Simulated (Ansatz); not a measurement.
**Geometry relaxation of Be (part 2 of 2)**

The same run, continued: Be (defect cell, 17 atoms in the cell); DFT PBEsol, scalar-relativistic, plane waves, PAW, no spin polarisation (Ansatz 0.2.0); cutoff 420 eV, 3×3×2 k-mesh, Fermi–Dirac smearing of 0.1 eV. It belongs to a series of runs on one base structure; here: start relaxed.

Geometry of the input (Å; fractional positions):
```
-2.2900  -3.9664  0.0000
3.4350  -1.9832  0.0000
0.0000  0.0000  7.1769
Be 0.7500  0.5000  0.0000
Be 0.5000  0.3333  0.2500
Be 0.7500  0.5000  0.5000
Be 0.5000  0.3333  0.7500
Be 0.5000  0.0000  0.0000
Be 0.2500  0.8333  0.2500
Be 0.5000  0.0000  0.5000
Be 0.2500  0.8333  0.7500
Be 0.2500  0.5000  0.0000
Be -0.0000  0.3333  0.2500
Be 0.2500  0.5000  0.5000
Be -0.0000  0.3333  0.7500
Be 0.0000  0.0000  0.0000
Be 0.7500  0.8333  0.2500
Be 0.0000  0.0000  0.5000
Be 0.7500  0.8333  0.7500
Be 0.7429  0.1709  0.3904
```

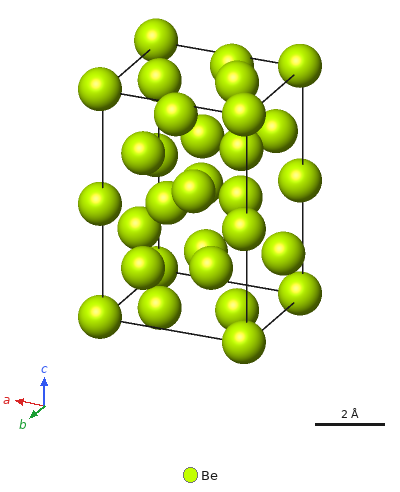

**Figure 1.** The geometry at step 14 of the log (spheres-only view of the cell of the calculation, seen at an oblique angle).

What the program printed, continued:
```
relax step   8: F+E_penalty+E_count = -1531.64504698 eV  Δ(F+E_penalty+E_count) = -1.292e-1 eV  max|allowed force component| = 1.775e-1 eV/Å  Δτ_max = 0.2000 Å  (4 SCF iters, dr2 threshold 1.00e-4 eV, accepted)
preconditioner: auto → Kerker (q_TF=auto, 2.181 Å⁻¹)  [metal: Δε(μ)=0.075 eV  Ē_g=9.405 eV  σ=0.100 eV  W_gap=0.18  n_scr=20 (ndim 8)  ℏωp=19.0 eV  f_vac=0.000  D(μ)=2.23/eV (n_scr^D=12)]
relax step   9: F+E_penalty+E_count = -1531.66054036 eV  Δ(F+E_penalty+E_count) = -1.549e-2 eV  max|allowed force component| = 7.508e-1 eV/Å  Δτ_max = 0.2000 Å  (6 SCF iters, accepted)
preconditioner: auto → Kerker (q_TF=auto, 2.181 Å⁻¹)  [metal: Δε(μ)=0.202 eV  Ē_g=9.401 eV  σ=0.100 eV  W_gap=0.43  n_scr=20 (ndim 8)  ℏωp=19.0 eV  f_vac=0.000  D(μ)=2.25/eV (n_scr^D=12)]
  greatest PAW one-centre occupation: 0.451 electrons in one spin orbital (limit 2), on the Be atom at site 6 (counted from 0), in its partial waves of l = 0
relax step  10: F+E_penalty+E_count = -1531.70330231 eV  Δ(F+E_penalty+E_count) = -4.276e-2 eV  max|allowed force component| = 1.890e-1 eV/Å  Δτ_max = 0.0381 Å  (4 SCF iters, dr2 threshold 6.75e-5 eV, accepted)
preconditioner: auto → Kerker (q_TF=auto, 2.181 Å⁻¹)  [metal: Δε(μ)=0.056 eV  Ē_g=9.437 eV  σ=0.100 eV  W_gap=0.14  n_scr=20 (ndim 8)  ℏωp=19.0 eV  f_vac=0.000  D(μ)=2.81/eV (n_scr^D=16)]
  greatest PAW one-centre occupation: 0.446 electrons in one spin orbital (limit 2), on the Be atom at site 6 (counted from 0), in its partial waves of l = 0
relax step  11: F+E_penalty+E_count = -1531.77489882 eV  Δ(F+E_penalty+E_count) = -7.160e-2 eV  max|allowed force component| = 2.090e-1 eV/Å  Δτ_max = 0.2000 Å  (6 SCF iters, accepted)
preconditioner: auto → Kerker (q_TF=auto, 2.181 Å⁻¹)  [metal: Δε(μ)=0.134 eV  Ē_g=9.462 eV  σ=0.100 eV  W_gap=0.31  n_scr=20 (ndim 8)  ℏωp=19.0 eV  f_vac=0.000  D(μ)=2.33/eV (n_scr^D=12)]
  greatest PAW one-centre occupation: 0.445 electrons in one spin orbital (limit 2), on the Be atom at site 6 (counted from 0), in its partial waves of l = 0
relax step  12: F+E_penalty+E_count = -1531.74875961 eV  Δ(F+E_penalty+E_count) = +2.614e-2 eV  max|allowed force component| = 7.980e-1 eV/Å  Δτ_max = 0.1971 Å  (6 SCF iters, rejected (line search))
preconditioner: auto → Kerker (q_TF=auto, 2.181 Å⁻¹)  [metal: Δε(μ)=0.064 eV  Ē_g=9.441 eV  σ=0.100 eV  W_gap=0.16  n_scr=20 (ndim 8)  ℏωp=19.0 eV  f_vac=0.000  D(μ)=2.93/eV (n_scr^D=16)]
  greatest PAW one-centre occupation: 0.444 electrons in one spin orbital (limit 2), on the Be atom at site 6 (counted from 0), in its partial waves of l = 0
relax step  13: F+E_penalty+E_count = -1531.82356896 eV  Δ(F+E_penalty+E_count) = -4.867e-2 eV  max|allowed force component| = 1.082e-1 eV/Å  Δτ_max = 0.0986 Å  (5 SCF iters, accepted)
preconditioner: auto → Kerker (q_TF=auto, 2.181 Å⁻¹)  [metal: Δε(μ)=0.090 eV  Ē_g=9.450 eV  σ=0.100 eV  W_gap=0.22  n_scr=20 (ndim 8)  ℏωp=19.0 eV  f_vac=0.000  D(μ)=2.69/eV (n_scr^D=16)]
relax step  14: F+E_penalty+E_count = -1531.83276503 eV  Δ(F+E_penalty+E_count) = -9.196e-3 eV  max|allowed force component| = 2.357e-2 eV/Å  Δτ_max = 0.0551 Å  (6 SCF iters, accepted)
NSCF: frozen V_eff on 10 k-points
the band table was solved once a step of the walk had ended and its energy, with any forces and stress, was formed, with the checks that follow a solve (1719 applications of the Hamiltonian). They found nothing against the state; the energy, forces and stress were not computed again (output.eigenvalues in the input reference)
Free energy (F): -1531.832765 eV
Harris-Foulkes:  -1531.832765 eV  (|F-HF|=2.42e-9)
Internal energy: -1531.745354 eV  (E = F + TS)
E sigma→0 (E₀):  -1531.789060 eV
Entropy (-TS):   -0.087411 eV (-5.142 meV/atom)
Fermi energy:    8.298152 eV
--- Per-component energies (eV) ---
[...]
  E_band       = 108.832800
  E_kinetic    = 371.784559
  E_local      = 25.607135  (includes V_loc(G=0)·N_el)
  E_nonlocal   = 80.544493
  E_hartree    = 8.049560
  E_xc         = -339.173750
  E_vxc        = -360.500321  (∫ρ·V_xc dr)
  E_paw        = -974.490163  (= ΣΔE_a)
  E_vpaw       = -24.702262  (= ΣTr[D̂ρ^β])
  E_aug_tail   = -0.000012  (compensation charges beyond the density's cutoff)
  E_ewald      = -704.229209
  E_core_change = 0.162033  (= ΣΔE_core)
  E_smearing   = -0.087411  (= −TS)
  E_closure    = 0.000000  (closes the sum)
  Σ components = -1531.832765   (vs F -1531.832765, Δ=0.00e0)
--- Forces (eV/Å), atoms counted from 1 ---
  atom   1  Be    -0.00367580    -0.01009826     0.00077760
  atom   2  Be    -0.00500999     0.00094974    -0.00491871
  atom   3  Be    -0.00709865     0.00023277    -0.01287683
  atom   4  Be    -0.00804405     0.01819604     0.00003312
  atom   5  Be    -0.00817800    -0.00166062    -0.01153183
  atom   6  Be     0.00000409    -0.00025336    -0.00303227
  atom   7  Be     0.00844643    -0.00992303     0.01285901
  atom   8  Be     0.00727613    -0.01247078    -0.01278470
  atom   9  Be     0.01022668     0.00651856     0.00990383
  atom  10  Be     0.02103319     0.02356559    -0.00812860
  atom  11  Be    -0.01679592    -0.00471809     0.01815602
  atom  12  Be    -0.02032214    -0.00879338    -0.00457561
  atom  13  Be     0.00673856    -0.00107282    -0.00651170
  atom  14  Be    -0.01295479    -0.00206832     0.01751350
  atom  15  Be     0.01557344     0.00557810     0.01125876
  atom  16  Be     0.01050162    -0.00804433    -0.00548824
  atom  17  Be     0.00227156     0.00406202    -0.00063254
  max |Σ_I F_I| component: 2.08e-5 eV/Å
--- Band table (eV; the first three rows and the last of 10) ---
  k-point 0: bands = ["-3.1384", "-1.0939", "-0.9765", "1.8322", "2.2439", "3.1663", "3.5372", "3.6750", "3.7355", "3.8578", "4.3688", "4.4952", "4.6497", "5.1533", "5.8693", "7.4011", "8.4485", "8.9839", "9.1463", "9.3643", "10.0569", "10.8549", "10.9901", "11.4632", "11.5195", "11.9264", "12.3895", "13.2393", "13.2528", "13.8686", "14.2174", "14.4025", "14.4166", "15.3116"]
  k-point 1: bands = ["-2.7337", "-2.4766", "1.3113", "1.5758", "2.1324", "2.6513", "2.7120", "2.8429", "3.5514", "3.7105", "4.2252", "4.5580", "5.4805", "5.7913", "6.8570", "7.2672", "7.5599", "8.8700", "9.3113", "9.9424", "10.1079", "10.8368", "10.8847", "11.3224", "11.5803", "12.2015", "12.4037", "12.6783", "12.8604", "13.4375", "14.4995", "14.7174", "14.8027", "15.2925"]
  k-point 2: bands = ["-2.3823", "-0.3348", "-0.2448", "-0.0593", "1.8760", "2.0545", "2.6580", "2.8265", "4.0417", "4.1707", "4.5117", "4.5780", "4.9016", "5.3561", "5.5819", "6.8316", "7.2056", "8.2422", "8.7495", "9.1980", "9.6072", "9.7717", "11.4458", "11.6886", "12.4622", "13.1463", "13.6945", "13.9631", "14.2961", "14.6556", "15.2787", "15.5891", "16.5079", "16.7872"]
  k-point 9: bands = ["-1.4371", "-1.1281", "0.2891", "0.6067", "0.8101", "1.1583", "2.5232", "2.7954", "2.8915", "3.0743", "4.1375", "4.5962", "5.3178", "5.5557", "5.9727", "6.3762", "8.1523", "9.2325", "9.8726", "10.5409", "11.4054", "11.9850", "12.1952", "12.3259", "12.9564", "13.1501", "13.5259", "13.8061", "14.0308", "14.8198", "14.9640", "15.0856", "15.6681", "15.8162"]
--- Relaxed structure (14 steps of the walk, 13 accepted, 0 SCFs on fresh bases) ---
  F+E_penalty+E_count = -1531.83276503 eV   max|allowed force component| = 2.357e-2 eV/Å
  atoms:
    - { symbol: Be, position: [0.7908749911498377, 0.5229979404337005, -0.032033632798739844] }
    - { symbol: Be, position: [0.5313334937001508, 0.36551529255944715, 0.21186170372449886] }
    - { symbol: Be, position: [0.6941370838910282, 0.6338395458873436, 0.4636340133653403] }
    - { symbol: Be, position: [0.5372600977290459, 0.41075675407513457, 0.7248452306179076] }
    - { symbol: Be, position: [0.48596462633197984, 0.0172750587120927, -0.042928560156324735] }
    - { symbol: Be, position: [0.30784666181035225, 0.8460646461449399, 0.266139020387134] }
    - { symbol: Be, position: [0.396350198954699, -0.06843453303787042, 0.6107737902052115] }
    - { symbol: Be, position: [0.14376390949772597, 0.7246873265891356, 0.7800979972037345] }
    - { symbol: Be, position: [0.26265464050616816, 0.49774817647699976, 0.010539438164019635] }
    - { symbol: Be, position: [0.003197729020667034, 0.33979040777610814, 0.25450018127176655] }
    - { symbol: Be, position: [0.25557244907871424, 0.4525045983758472, 0.4971431172794103] }
    - { symbol: Be, position: [0.0970442029244244, 0.23068977408251415, 0.7584324834856135] }
    - { symbol: Be, position: [0.018423675501737208, 0.003022668170439202, 0.005491420312026862] }
    - { symbol: Be, position: [0.7748050055539182, 0.8603625600120042, 0.21684315569378562] }
    - { symbol: Be, position: [0.03500071170611253, -0.039470642191577865, 0.490932635184281] }
    - { symbol: Be, position: [0.7579937801749634, 0.9006834977571061, 0.7311594449859389] }
    - { symbol: Be, position: [0.6507257424684737, 0.13949652817663608, 0.4429596610743955] }
```

Trajectory as extended XYZ (Å, eV, eV/Å), 6 of the 14 frames kept, from step=1 to step=14:
```
17
Lattice="-2.2900 -3.9664 0.0000 3.4350 -1.9832 0.0000 0.0000 0.0000 7.1769" Properties=species:S:1:pos:R:3:forces:R:3 step=1 energy=-1527.49919
Be    0.0000   -3.9664    0.0000   -0.0150   0.0095  -0.2929
Be    0.0000   -2.6443    1.7942    2.5313   1.4769  -2.2798
Be    0.0000   -3.9664    3.5884    4.3085  -2.6280   3.3139
Be    0.0000   -2.6443    5.3826    0.0430   0.0391   0.2828
Be   -1.1450   -1.9832    0.0000    0.0306   0.0159  -0.2985
Be    2.2900   -2.6443    1.7942   -0.1035   0.0463   0.0552
Be   -1.1450   -1.9832    3.5884   -0.1032   5.3800   3.2946
Be    2.2900   -2.6443    5.3826    0.0233  -0.0218  -0.1772
Be    1.1450   -1.9832    0.0000   -0.0693   0.0291   0.1644
Be    1.1450   -0.6611    1.7942   -0.0417  -2.3125  -1.7588
Be    1.1450   -1.9832    3.5884    0.0096  -0.0603  -0.0764
Be    1.1450   -0.6611    5.3826   -0.0148  -0.0743   0.2770
Be    0.0000    0.0000    0.0000   -0.0060  -0.0388  -0.2757
Be    1.1450   -4.6275    1.7942   -1.7700   0.9868  -1.8123
Be    0.0000    0.0000    3.5884   -3.7849  -2.1941   2.6248
Be    1.1450   -4.6275    5.3826   -0.0645   0.0370   0.2441
Be   -1.1144   -3.2857    2.8018   -0.9732  -0.6909  -3.2854
17
Lattice="-2.2900 -3.9664 0.0000 3.4350 -1.9832 0.0000 0.0000 0.0000 7.1769" Properties=species:S:1:pos:R:3:forces:R:3 step=4 energy=-1531.10958
Be    0.0174   -3.9791   -0.1600   -0.1603   0.0417   0.4493
Be    0.0874   -2.6985    1.4957    0.1745   0.1766   0.3358
Be    0.2867   -4.1808    3.6056    0.0859  -0.1525  -0.1781
Be    0.0309   -2.6438    5.2731    0.2185  -0.1503   0.0776
Be   -1.1286   -1.9443   -0.0045   -0.0971  -0.0055  -0.1364
Be    2.3852   -2.7382    2.0007    0.0463  -0.0466  -0.3212
Be   -1.2676   -1.6842    3.9491   -0.0578   0.5322   0.0131
Be    2.2554   -2.5843    5.5788    0.0350  -0.0328   0.0434
Be    1.1430   -1.9600   -0.0599    0.0001  -0.0398  -0.2343
Be    1.2291   -0.6786    1.5739   -0.0843  -0.2862   0.2188
Be    0.9048   -1.9134    3.3873   -0.0419   0.0342   0.2916
Be    1.1444   -0.7115    5.3116    0.1498  -0.0036   0.1530
Be   -0.0078   -0.0394    0.0180   -0.0297   0.0172  -0.1859
Be    1.1014   -4.6145    1.5910   -0.0351   0.0087  -0.0899
Be   -0.2029   -0.0738    3.8941   -0.3317  -0.2833  -0.0969
Be    1.1822   -4.6518    5.4833    0.1569  -0.1563  -0.3107
Be   -1.1154   -3.2091    2.9251   -0.0291   0.3462  -0.0293
17
Lattice="-2.2900 -3.9664 0.0000 3.4350 -1.9832 0.0000 0.0000 0.0000 7.1769" Properties=species:S:1:pos:R:3:forces:R:3 step=6 energy=-1531.42962
Be    0.0144   -4.0160   -0.1336    0.0326  -0.0266  -0.0169
Be    0.1228   -2.7218    1.5446   -0.1116  -0.1608  -0.0890
Be    0.2945   -4.2078    3.4491   -0.0261   0.1071  -0.2045
Be    0.0971   -2.7061    5.2168   -0.0284  -0.0293  -0.0385
Be   -1.1089   -1.9975   -0.0546    0.0218   0.0359   0.0773
Be    2.3266   -2.8222    1.9929   -0.0167  -0.0166  -0.0617
Be   -1.4040   -1.4961    4.0448   -0.1267   0.0323   0.1501
Be    2.3252   -2.5373    5.6382   -0.0866   0.0277  -0.0328
Be    1.1448   -1.9720   -0.0407    0.0467  -0.0630   0.0781
Be    1.1852   -0.6552    1.6885    0.0115   0.0304   0.0407
Be    0.8523   -1.8966    3.4062   -0.0476  -0.1649   0.0331
Be    1.1523   -0.7148    5.3260   -0.0851   0.0352   0.0560
Be    0.0346   -0.0752    0.0021   -0.0385  -0.0418   0.0108
Be    1.1104   -4.6996    1.5232    0.0062  -0.1999   0.0767
Be   -0.2018   -0.1000    3.8278    0.2678  -0.0582  -0.4571
Be    1.2178   -4.6899    5.4072    0.0426   0.0358   0.0925
Be   -1.1177   -2.9972    3.0243    0.1383   0.4569   0.2854
17
Lattice="-2.2900 -3.9664 0.0000 3.4350 -1.9832 0.0000 0.0000 0.0000 7.1769" Properties=species:S:1:pos:R:3:forces:R:3 step=9 energy=-1531.66054
Be    0.0085   -4.1263   -0.1938   -0.0191  -0.1119   0.0437
Be    0.0566   -2.8333    1.5479    0.0074   0.0071  -0.0132
Be    0.4376   -4.1171    3.3500    0.1295   0.2222   0.0769
Be    0.1172   -2.8314    5.1840    0.1322   0.1223   0.0370
Be   -1.0945   -1.9878   -0.1363   -0.1091   0.0044  -0.0892
Be    2.2294   -2.9181    1.9387   -0.0799  -0.0093  -0.0616
Be   -1.2634   -1.4244    4.2357    0.2061   0.7508   0.3725
Be    2.2070   -2.2037    5.6514    0.0684  -0.1599  -0.1884
Be    1.0872   -2.0056    0.0527    0.1487  -0.0547  -0.0187
Be    1.1743   -0.6920    1.8133    0.0115   0.0831  -0.2296
Be    0.9626   -1.9384    3.4760   -0.1775  -0.0943   0.1497
Be    0.8689   -0.6837    5.3426   -0.1740  -0.2423   0.0140
Be    0.0216   -0.0801    0.0229   -0.1039   0.0340   0.0082
Be    1.1704   -4.8019    1.5869   -0.0474  -0.0159  -0.0740
Be   -0.1795   -0.1003    3.4876    0.0374  -0.0694   0.3119
Be    1.2687   -4.7065    5.2833   -0.0465  -0.1015   0.1351
Be   -1.0272   -2.8547    3.2203    0.0165  -0.3648  -0.4742
17
Lattice="-2.2900 -3.9664 0.0000 3.4350 -1.9832 0.0000 0.0000 0.0000 7.1769" Properties=species:S:1:pos:R:3:forces:R:3 step=11 energy=-1531.77490
Be   -0.0137   -4.1758   -0.2234   -0.0179   0.0522   0.0455
Be    0.0424   -2.8366    1.5293    0.0399   0.0043  -0.0014
Be    0.5599   -4.0256    3.3137    0.0679  -0.0408   0.0946
Be    0.1461   -2.8763    5.1968    0.0109  -0.1253   0.0235
Be   -1.0953   -1.9851   -0.2111    0.0455   0.0176  -0.0524
Be    2.1962   -2.9183    1.9491    0.0350   0.0127  -0.0919
Be   -1.1520   -1.4070    4.3039    0.0099  -0.0912   0.1615
Be    2.1691   -2.1241    5.6487    0.0387   0.1704  -0.1272
Be    1.0883   -2.0310    0.0684    0.0375   0.0537   0.0178
Be    1.1760   -0.6842    1.8053   -0.0123  -0.0723   0.0670
Be    0.9702   -1.9381    3.5215   -0.0931   0.2090   0.0587
Be    0.6884   -0.7704    5.4018    0.0104  -0.1194  -0.0772
Be   -0.0220   -0.0805    0.0425    0.0028  -0.0470  -0.0397
Be    1.1813   -4.7946    1.5720   -0.0473   0.0207  -0.0426
Be   -0.1843   -0.0641    3.4860   -0.0356   0.1204   0.1424
Be    1.2997   -4.7294    5.2554    0.0082  -0.1431  -0.0345
Be   -1.0046   -2.8643    3.2032   -0.1005  -0.0221  -0.1442
17
Lattice="-2.2900 -3.9664 0.0000 3.4350 -1.9832 0.0000 0.0000 0.0000 7.1769" Properties=species:S:1:pos:R:3:forces:R:3 step=14 energy=-1531.83277
Be   -0.0146   -4.1741   -0.2299   -0.0037  -0.0101   0.0008
Be    0.0388   -2.8324    1.5205   -0.0050   0.0009  -0.0049
Be    0.5877   -4.0103    3.3274   -0.0071   0.0002  -0.0129
Be    0.1806   -2.9456    5.2021   -0.0080   0.0182   0.0000
Be   -1.0535   -1.9618   -0.3081   -0.0082  -0.0017  -0.0115
Be    2.2013   -2.8990    1.9100    0.0000  -0.0003  -0.0030
Be   -1.1427   -1.4364    4.3834    0.0084  -0.0099   0.0129
Be    2.1601   -2.0074    5.5987    0.0073  -0.0125  -0.0128
Be    1.1083   -2.0289    0.0756    0.0102   0.0065   0.0099
Be    1.1599   -0.6866    1.8265    0.0210   0.0236  -0.0081
Be    0.9691   -1.9111    3.5679   -0.0168  -0.0047   0.0182
Be    0.5702   -0.8424    5.4432   -0.0203  -0.0088  -0.0046
Be   -0.0318   -0.0791    0.0394    0.0067  -0.0011  -0.0065
Be    1.1810   -4.7795    1.5563   -0.0130  -0.0021   0.0175
Be   -0.2157   -0.0605    3.5234    0.0156   0.0056   0.0113
Be    1.3580   -4.7927    5.2474    0.0105  -0.0080  -0.0055
Be   -1.0110   -2.8577    3.1791    0.0023   0.0041  -0.0006
```

Summary:

- outcome: converged
- electrons treated: 34
- free energy: −1531.8328 eV
- Fermi energy: 8.298 eV
- final volume: 130.38 Å³
- largest force (length of the vector) at the end: 0.033 eV/Å
- hardware: 1 thread of Intel Xeon (Granite Rapids), 16 GiB of memory available, shared host
- wall time: 22 s
- peak memory: 0.4 GiB

Remarks:

The input asks for low accuracy. The k-point mesh is coarse for a cell of this size, so the results may not be converged.
